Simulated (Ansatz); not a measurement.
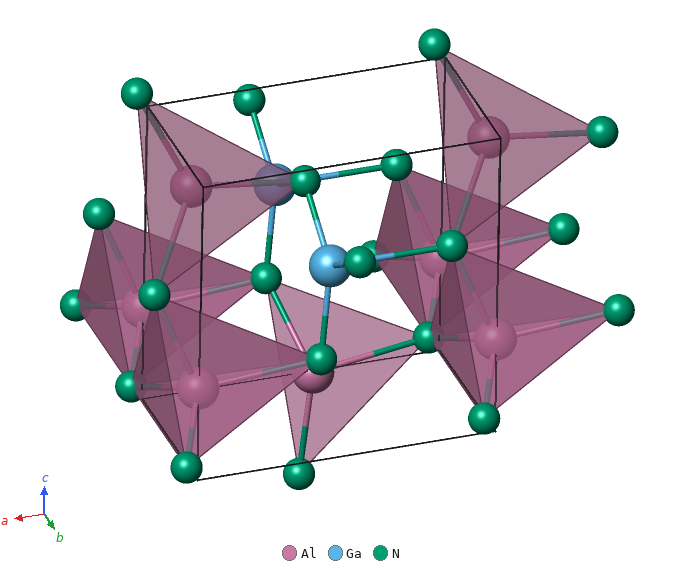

The structure above is drawn in polyhedral style and viewed from a general direction. The wireframe shows the simulation cell. A few atoms beyond the faces are included.

Input used:
```yaml
crystal:
  lattice:
    - [5.0258718342, -0.020582646, -0.0826633608]
    - [-0.012776144, 3.0466472492, 0.0878649883]
    - [-0.092152474, 0.1521028452, 5.4620658594]
  atoms:
    - { symbol: Al, position: [0.5213938262, 0.4950287485, 0.1491434528] }
    - { symbol: Al, position: [-0.0531256691, 0.5098066548, 0.8589455015] }
    - { symbol: Al, position: [-0.003649842, -0.0409464614, 0.3023902447] }
    - { symbol: Ga, position: [0.5632730524, -0.0163891135, 0.6548214965] }
    - { symbol: "N", position: [0.1557892121, -0.0108675631, 0.6556974896] }
    - { symbol: "N", position: [0.1198634895, 0.4272272249, 0.1819353296] }
    - { symbol: "N", position: [0.5709499074, 0.5438228194, 0.823602452] }
    - { symbol: "N", position: [0.6091050235, 0.0923176904, 0.3734650331] }
basis:
  ecutwfc: 420
kpoints:
  mp_grid: { grid: [6, 8, 4] }
hamiltonian:
  xc: pbesol
scf:
  occupations: { method: gaussian, width: 0.05 }
output:
  forces: true
  stress: true
  eigenvalues: true
```
Run as:
```sh
ansatz run input.yaml --threads 2 --pin off --max-ram 5120MiB --backend cpu --events-out ev --progress --plain --runs-dir out
```

The calculation: DFT PBEsol, scalar-relativistic, plane waves, PAW (Ansatz), with plane waves up to 420 eV, a 6×8×4 k-point grid, Gaussian smearing of 0.05 eV, no spin polarisation.

### Does it come out as a metal, or with a gap?

A semiconductor at this level, with a gap of 0.14 eV on the k-mesh (the true edges may lie between mesh points, so the gap can be somewhat smaller).

### Under what pressure is the structure?

The computed pressure is 26.9 GPa (compressed: it would expand). The stress isn't hydrostatic: its largest component is 41.4 GPa.

The structure was taken from a structure listed in the Materials Project. The cell was then strained or its atoms displaced on purpose. A calculation with Ansatz used it as input.

At this level of theory the run's own cell isn't at rest (compressed, at 27 GPa and forces up to 12.3 eV/Å), so its distances can differ from those at equilibrium, the more so the softer the solid.
